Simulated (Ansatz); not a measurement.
## Geometry relaxation of SrCl$_{2}$ (part 2 of 2)

SrCl$_{2}$ (R3m, 3 atoms in the cell); DFT, r2SCAN+rVV10, plane waves, PAW, no spin polarisation (Ansatz 0.2.0); cutoff 500 eV, 6×6×6 k-mesh, Fermi–Dirac smearing of 0.02 eV. The structure was built on a prototype by a generator. The geometry comes from this level: pbe-d3bj.

Geometry of the input (Å; fractional positions):
```
2.0879  1.2055  6.1377
-2.0879  1.2055  6.1377
0.0000  -2.4109  6.1377
Sr 0.0002  0.0002  0.0002
Cl 0.4227  0.4227  0.4227
Cl 0.2438  0.2438  0.2438
```

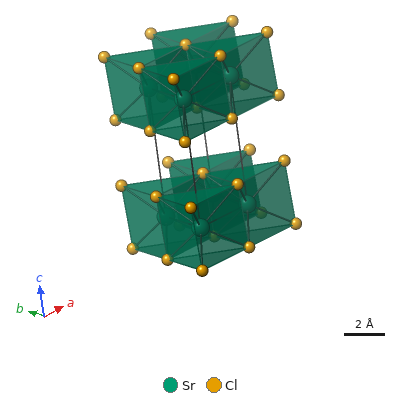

**Figure 1.** The geometry at step 3 of the log (polyhedral view of the reduced cell, seen slightly off an axis; polyhedra are completed across the faces of the cell).

```
basis re-selected at this cell: Δ(F+E_penalty+E_count) = +2.129e-5 eV, ΔP = -0.000 GPa vs the last step (what re-selecting the basis moved, of the pressure what is left beyond the Pulay correction that the steps carried, after the strain that the cell walked since its last selection, with what the two solves' SCF thresholds leave and, on support functions, any second-order correction that the steps lacked; it is no measure of the basis error at this ecutwfc). This SCF's stress stands 3.83e-3 GPa from its target on what of the cell is left free (relax.cell.stress_tol is 5.00e-2 GPa) and its largest allowed force component is 9.54e-4 eV/Å (relax.f_tol is 5.00e-3 eV/Å): within both
SCF converged after 5 iterations
Free energy (F): -5727.210409 eV
Harris-Foulkes:  -5727.210409 eV  (|F-HF|=0.00e0)
Internal energy: -5727.210409 eV  (E = F + TS)
E sigma→0 (E₀):  -5727.210409 eV
Fermi energy:    4.493475 eV
--- Per-component energies (eV) ---
  E_band       = -183.402168
  E_kinetic    = 567.545058
  E_local      = -1300.239731  (includes V_loc(G=0)·N_el)
  E_nonlocal   = 257.823849
  E_hartree    = 373.952956
  E_xc         = -369.994827
  E_vxc        = -448.048764  (∫ρ·V_xc dr)
  E_paw        = -4048.681684  (= ΣΔE_a)
  E_vpaw       = -32.182737  (= ΣTr[D̂ρ^β])
  E_aug_tail   = 0.000052  (compensation charges beyond the density's cutoff)
  E_vtau       = 23.794190  (kinetic-family band-sum trace: ∫τ·v_τ [+ j·A + Jᵃ·Aᵃ] dr)
  E_ewald      = -1207.197232
  E_core_change = -0.418850  (= ΣΔE_core)
  E_smearing   = -0.000000  (= −TS)
  E_closure    = 0.000000  (closes the sum)
  Σ components = -5727.210409   (vs F -5727.210409, Δ=0.00e0)
--- Forces (eV/Å), atoms counted from 1 ---
  atom   1  Sr    -0.00000000     0.00000000    -0.00027648
  atom   2  Cl    -0.00000000     0.00000000     0.00095369
  atom   3  Cl     0.00000000     0.00000000    -0.00067869
  max |Σ_I F_I| component: 1.49e-6 eV/Å
--- Stress (GPa, compression-positive) ---
        0.003826       0.000000       0.000000
        0.000000       0.003826       0.000000
        0.000000       0.000000       0.000231
  P = ⅓ Tr σ = 0.0026 GPa (0.026 kbar)
--- Band table (eV; the first three rows and the last of 32) ---
  k-point 0: bands = ["-32.1524", "-13.8021", "-13.5138", "-13.5138", "-11.8011", "-10.9077", "-0.6124", "0.8858", "0.8858", "1.0001", "1.0001", "2.1184", "6.8693", "8.8833", "9.1842", "9.1842"]
  k-point 1: bands = ["-32.1482", "-13.7426", "-13.6671", "-13.5288", "-11.6322", "-10.9905", "-0.4596", "0.5383", "0.8770", "0.9007", "0.9483", "2.0178", "7.3268", "8.4951", "9.4181", "9.4686"]
  k-point 2: bands = ["-32.1398", "-13.9171", "-13.6120", "-13.5587", "-11.3500", "-11.1658", "-0.2574", "0.0722", "0.6911", "0.7139", "1.0234", "1.8447", "7.1171", "9.3255", "9.7779", "10.2450"]
  k-point 31: bands = ["-32.1523", "-13.8272", "-13.5139", "-13.5139", "-11.6127", "-11.0939", "0.1532", "0.7490", "0.7490", "1.0502", "1.1565", "1.1565", "7.6165", "8.5122", "9.0504", "9.0504"]
--- Relaxed structure (3 steps of the walk, 3 accepted, 1 SCFs on fresh bases) ---
  F+E_penalty+E_count = -5727.21040866 eV   max|allowed force component| = 9.542e-4 eV/Å   (the final SCF, on the basis selected at the relaxed cell)
  cell:  # Å, volume = 92.4549 Å³
    - [2.08574278492346, 1.2042041583358796, 6.1350435872969715]
    - [-2.08574278492346, 1.2042041583358796, 6.1350435872969715]
    - [1.3354888090090992e-33, -2.408408316671759, 6.1350435872969715]
  atoms:
    - { symbol: Sr, position: [0.00020139704881747727, 0.00020139704881747727, 0.00020139704881747727] }
    - { symbol: Cl, position: [0.42277269410379237, 0.42277269410379237, 0.42277269410379237] }
    - { symbol: Cl, position: [0.24369257554739024, 0.24369257554739024, 0.24369257554739024] }
```

**File rho_z.tsv**
```
# z_ang	rho[e/angstrom^3]
# format = ansatz-planar-average/11
# lattice	2.085742785	1.204204158	6.135043587
# lattice	-2.085742785	1.204204158	6.135043587
# lattice	0.000000000	-2.408408317	6.135043587
# sites	3
# site	38	-0.000000000	-0.000000000	0.003706739
# site	17	0.000000000	-0.000000000	7.781186718
# site	17	0.000000000	-0.000000000	4.485193719
0.000000	3.131731e-1
0.183079	3.345864e-1
0.366158	3.572275e-1
0.549237	3.766139e-1
0.732316	3.874425e-1
0.915395	3.872029e-1
1.098474	3.782064e-1
1.281552	3.666092e-1
1.464631	3.592224e-1
1.647710	3.596603e-1
1.830789	3.660591e-1
2.013868	3.721942e-1
2.196947	3.712513e-1
2.380026	3.596492e-1
2.563105	3.386979e-1
2.746184	3.132936e-1
2.929263	2.885026e-1
3.112342	2.663503e-1
3.295421	2.452343e-1
3.478500	2.221338e-1
3.661579	1.953492e-1
3.844657	1.658451e-1
4.027736	1.367848e-1
4.210815	1.117304e-1
4.393894	9.306925e-2
4.576973	8.199524e-2
4.760052	7.931704e-2
4.943131	8.580008e-2
5.126210	1.018820e-1
5.309289	1.270161e-1
5.492368	1.589546e-1
5.675447	1.936733e-1
5.858526	2.264763e-1
6.041605	2.539640e-1
6.224684	2.756998e-1
6.407762	2.942322e-1
```

**File v_z.tsv**
```
# z_ang	v_es[eV]	v_tot[eV]
# format = ansatz-planar-average/11
# xc	r2scan
# density_cutoff_ev	2500
# datasets	Sr=:simpson_from_first_knot:soft:shift=0	Cl=:simpson_from_first_knot:soft:shift=0
# lattice	2.085742785	1.204204158	6.135043587
# lattice	-2.085742785	1.204204158	6.135043587
# lattice	0.000000000	-2.408408317	6.135043587
# sites	3
# site	38	-0.000000000	-0.000000000	0.003706739
# site	17	0.000000000	-0.000000000	7.781186718
# site	17	0.000000000	-0.000000000	4.485193719
0.000000	-2.379454e0	-1.122828e1
0.183079	-2.517841e0	-1.172796e1
0.366158	-2.393010e0	-1.192854e1
0.549237	-2.028970e0	-1.185633e1
0.732316	-1.479818e0	-1.156632e1
0.915395	-8.437335e-1	-1.113325e1
1.098474	-2.468871e-1	-1.066963e1
1.281552	1.747276e-1	-1.032111e1
1.464631	3.543612e-1	-1.017315e1
1.647710	3.554387e-1	-1.016873e1
1.830789	3.113604e-1	-1.017499e1
2.013868	3.462040e-1	-1.005383e1
2.196947	5.265963e-1	-9.743344e0
2.380026	8.667632e-1	-9.265849e0
2.563105	1.358120e0	-8.609644e0
2.746184	1.974897e0	-7.758675e0
2.929263	2.658357e0	-6.777508e0
3.112342	3.334774e0	-5.753638e0
3.295421	3.955816e0	-4.745185e0
3.478500	4.538147e0	-3.732440e0
3.661579	5.107690e0	-2.700876e0
3.844657	5.647362e0	-1.717778e0
4.027736	6.110138e0	-8.527511e-1
4.210815	6.428867e0	-1.574342e-1
4.393894	6.544596e0	2.924403e-1
4.576973	6.462728e0	4.210973e-1
4.760052	6.237290e0	2.534679e-1
4.943131	5.872564e0	-1.282643e-1
5.126210	5.325674e0	-7.508631e-1
5.309289	4.551233e0	-1.705337e0
5.492368	3.541230e0	-2.998242e0
5.675447	2.346623e0	-4.562802e0
5.858526	1.071911e0	-6.246581e0
6.041605	-1.500425e-1	-7.866958e0
6.224684	-1.189537e0	-9.293891e0
6.407762	-1.946401e0	-1.042570e1
```

**Trajectory as extended XYZ (Å, eV, eV/Å), 4 frames, from step=1 to step=4**
```
3
Lattice="2.0879 1.2055 6.1377 -2.0879 1.2055 6.1377 0.0000 -2.4109 6.1377" Properties=species:S:1:pos:R:3:forces:R:3 step=1 energy=-5727.21036 pressure_GPa=-0.04
Sr    0.0000    0.0000    0.0030    0.0000   0.0000   0.0056
Cl    0.0000    0.0000    7.7825    0.0000   0.0000   0.0043
Cl    0.0000    0.0000    4.4899    0.0000   0.0000  -0.0099
3
Lattice="2.0856 1.2042 6.1358 -2.0856 1.2042 6.1358 0.0000 -2.4083 6.1358" Properties=species:S:1:pos:R:3:forces:R:3 step=2 energy=-5727.21042 pressure_GPa=-0.02
Sr    0.0000    0.0000    0.0038    0.0000   0.0000  -0.0009
Cl    0.0000    0.0000    7.7831    0.0000   0.0000  -0.0064
Cl    0.0000    0.0000    4.4848    0.0000   0.0000   0.0073
3
Lattice="2.0857 1.2042 6.1350 -2.0857 1.2042 6.1350 0.0000 -2.4084 6.1350" Properties=species:S:1:pos:R:3:forces:R:3 step=3 energy=-5727.21043 pressure_GPa=0.00
Sr    0.0000    0.0000    0.0037    0.0000   0.0000  -0.0003
Cl    0.0000    0.0000    7.7812    0.0000   0.0000   0.0009
Cl    0.0000    0.0000    4.4852    0.0000   0.0000  -0.0007
3
Lattice="2.0857 1.2042 6.1350 -2.0857 1.2042 6.1350 0.0000 -2.4084 6.1350" Properties=species:S:1:pos:R:3:forces:R:3 step=4 energy=-5727.21041 pressure_GPa=0.00
Sr    0.0000    0.0000    0.0037    0.0000   0.0000  -0.0003
Cl    0.0000    0.0000    7.7812    0.0000   0.0000   0.0010
Cl    0.0000    0.0000    4.4852    0.0000   0.0000  -0.0007
```

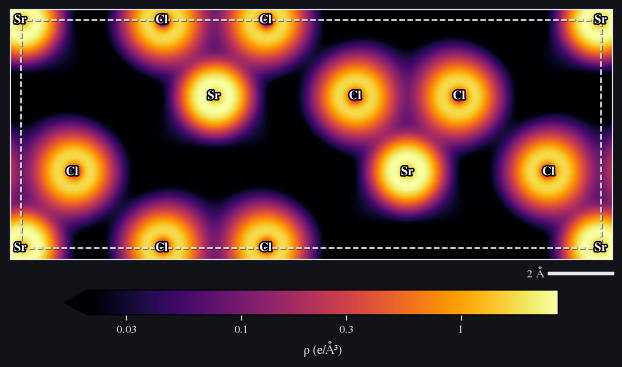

**Figure 2.** Valence pseudo-density on the (110) plane of the conventional cell. The section cuts through Sr and Cl sites. Sr–Cl (2.92 Å): ρ at the midpoint is about 0.18 e/Å³. Away from the nuclei the density in this plane falls to 0.004 e/Å³ at its lowest. In a PAW calculation such maps are meaningful between the atoms, not at the nuclei.

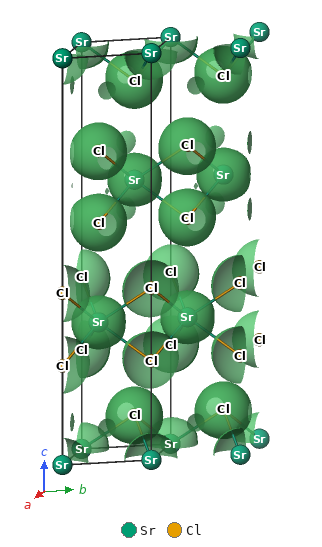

**Figure 3.** Isosurface of the valence charge density (pseudo) at 0.2 e/Å³ (green), seen slightly off an axis. Sticks mark near contacts. The outline is the cell set on symmetry axes. At this value the density breaks into separate islands; it holds about 85 % of the electrons treated as valence (semicore included). It is pinched off along the Sr–Cl (2.92 Å) contacts. On the grid the lowest density along these lines, outside the cores, is 0.17 e/Å³ (Sr–Cl, 2.92 Å).

**Summary**

| quantity | value |
| --- | --- |
| outcome | converged |
| space group (tolerance 0.01 Å) | R3m (160) |
| electrons treated | 24 |
| free energy | −5727.2104 eV |
| Fermi energy | 4.493 eV |
| gap on the k-point mesh | 4.75 eV |
| pressure | 0.00 GPa |
| final volume | 92.45 Å³ |
| largest force (length of the vector) at the end | 0.001 eV/Å |
| final cell | a = 6.591 Å, b = 6.591 Å, c = 6.591 Å, α = 36.90°, β = 36.90°, γ = 36.90° |
| wall time | 61 s (CPU time 2 min) |
| peak memory | 0.71 GiB |
